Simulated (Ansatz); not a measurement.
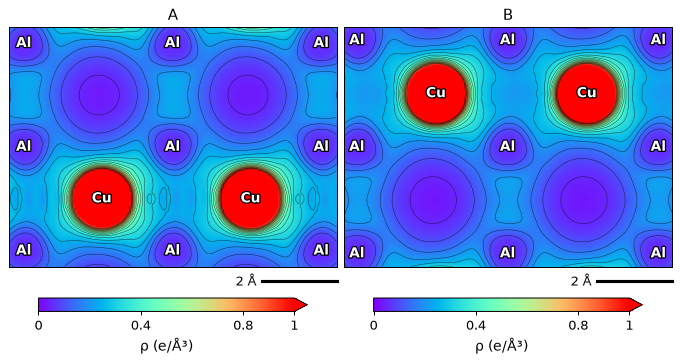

Al$_{2}$Cu. The valence charge density (pseudo) of two cells that differ in size and shape, on the (110) plane of each (indices in the axes of the calculation cell), at one length scale and on one colour scale: B has 15.6 Å³ an atom and A 14.8.

A point of a scan over the structure, not its minimum; a structure from a database of computed crystals, not necessarily the ambient phase; computed without spin polarisation; PAW files of the earlier set (soft_1).

Theory: Ansatz, DFT PBEsol, scalar-relativistic, plane waves, PAW.

Core electrons are frozen (PAW), and the valence fields are smoothed inside the atomic spheres.

The larger cell:

```
Al Cu
1.0
    -2.02461    2.02461    2.86316
     2.02461   -2.02461    2.86316
     2.02461    2.02461   -2.86316
Al Cu
2 1
Direct
  0.73743 0.23743 0.47485
  0.23743 0.73743 0.47485
  0.51068 0.51068 0.02135
```

The smaller cell: a = 3.995 Å, b = 3.995 Å, c = 3.995 Å, α = 120.90°, β = 120.90°, γ = 88.45°.

Q: What changes from the larger cell to the smaller?

A: From the larger cell to the smaller, Al–Cu goes from 2.41 to 2.36 Å, and the density at its midpoint from 0.36 to 0.39 e/Å³; the pressure goes from 0.7 to 7 GPa.
